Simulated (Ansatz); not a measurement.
# Al₂Cu: what the fields show

Input

```
crystal:
  lattice:
    - [-2.0246107077, 2.0246107077, 2.863159453]
    - [2.0246107077, -2.0246107077, 2.863159453]
    - [2.0246107077, 2.0246107077, -2.863159453]
  atoms:
    - { symbol: Al, position: [0.7374267957, 0.2374267957, 0.4748535913] }
    - { symbol: Al, position: [0.2374267957, 0.7374267957, 0.4748535913] }
    - { symbol: Cu, position: [0.5106771283, 0.5106771283, 0.0213542565] }
basis:
  ecutwfc: 520.0
kpoints:
  mp_grid: { grid: [14, 14, 14] }
hamiltonian:
  xc: pbesol
  pseudopotentials: { kind: paw, azcp: { folder: soft_1 } }
scf:
  occupations: { method: gaussian, width: 0.15 }
output:
  forces: true
  stress: true
  eigenvalues: true
  write_density: true
  write_potential: true
  elf: true
  volumetric_format: npy
```

Launched as:

```sh
ansatz run input.yaml --threads 2 --pin off --max-ram 4096MiB --backend cpu --events-out ev --progress --plain --runs-dir out
```

Below, planes, directions and counts refer to the conventional cell (a = 4.05 Å, b = 4.05 Å, c = 5.73 Å, α = 90.00°, β = 90.00°, γ = 90.00°).

Space group I4mm; a point of a scan over the structure, not its minimum; a structure from a database of computed crystals, not necessarily the ambient phase; changed on purpose from its base cell (mode 4 frozen in at -0.072 Å, equal normal strain along x and y +0.0000); not relaxed (largest force 1.0 eV/Å); computed without spin polarisation; PAW files of the earlier set (soft_1).

Theory: DFT PBEsol, scalar-relativistic, plane waves, PAW in Ansatz 0.2.0.

Core electrons are frozen (PAW), and the valence fields are smoothed inside the atomic spheres.

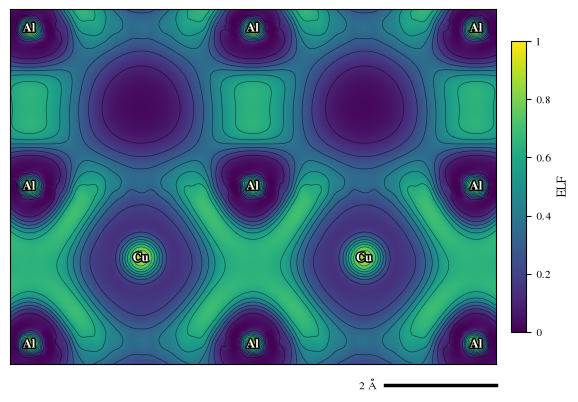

Figure 1. Electron localisation function on the (100) plane of the conventional cell.

Question: Read the bonding off the picture.

Answer: The plane passes through Al and Cu nuclei. Al–Cu (2.41 Å): the ELF peaks at about 0.70 between the atoms. Al–Cu (2.56 Å): the ELF peaks at about 0.70 between the atoms. The features right at Cu lie inside the PAW spheres, where the map follows smoothed inner orbitals and isn't to be read closely.

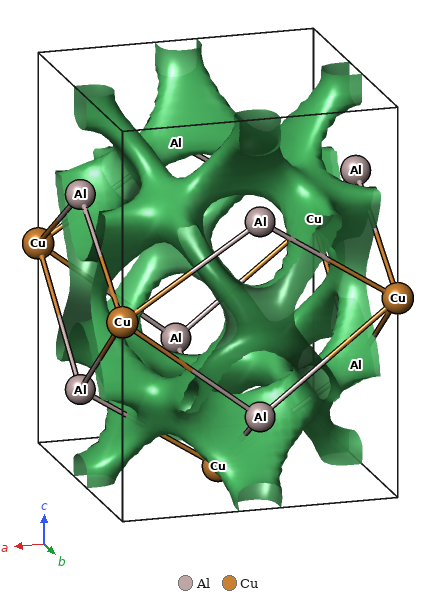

Figure 2. Isosurface of the electron localisation function at 0.6 (green), seen at an oblique angle. Only the valence region is drawn (cores and ρ < 0.01 e/Å³ removed). Sticks mark near contacts.

Question: What do the ELF domains correspond to?

Answer: At this value the surface marks out one network that runs through the whole crystal, counted in one cell of 6 atoms. Regions shared between cells count once.

Question: Does the calculation make it a metal, or give it a gap?

Answer: It is metallic or semimetallic at this level of theory: no gap opens.
